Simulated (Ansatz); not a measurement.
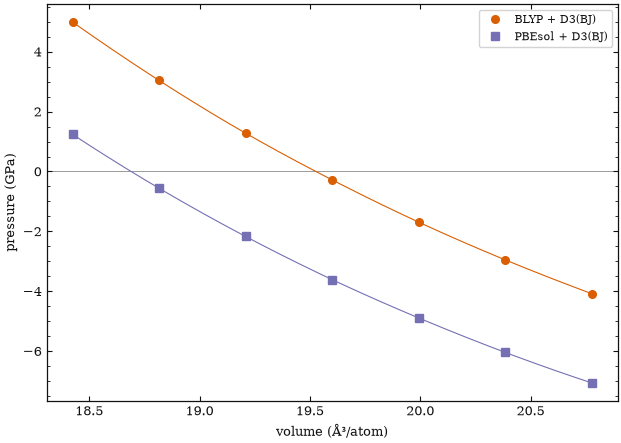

Plotted: pressure against volume, with one curve for each functional, for ZnS (space group P6_3mc).

Method: plane-wave DFT, no spin polarisation; energies at scaled volumes of the given cell, shape and fractions fixed, counted from the fit's minimum, third-order Birch-Murnaghan fit (Ansatz 0.2.0). All runs: no spin polarisation.

```csv
setting,value
k mesh,8×8×2
occupations,Fermi–Dirac
smearing width,0.05 eV
potentials,Ansatz PAW
wave cutoff,420 eV
density cutoff,1680 eV
```

> Order the curves by fitted equilibrium volume, smallest first.

PBEsol + D3(BJ) 18.689, BLYP + D3(BJ) 19.526 Å³/atom.

> Order the curves by fitted bulk modulus, smallest first.

BLYP + D3(BJ) 75.5, PBEsol + D3(BJ) 84.3 GPa.

Keep in mind: the functional was run on potentials made for another functional (BLYP + D3(BJ)); shape and atomic fractions are frozen while scaling, which makes layered, chain and framework solids too stiff.

The computed values:

BLYP + D3(BJ):
```csv
volume (Å³/atom),pressure (GPa)
18.42,4.99
18.82,3.04
19.21,1.28
19.60,-0.28
19.99,-1.69
20.38,-2.95
20.78,-4.08
```

PBEsol + D3(BJ):
```csv
volume (Å³/atom),pressure (GPa)
18.42,1.24
18.82,-0.56
19.21,-2.17
19.60,-3.61
19.99,-4.89
20.38,-6.04
20.78,-7.06
```
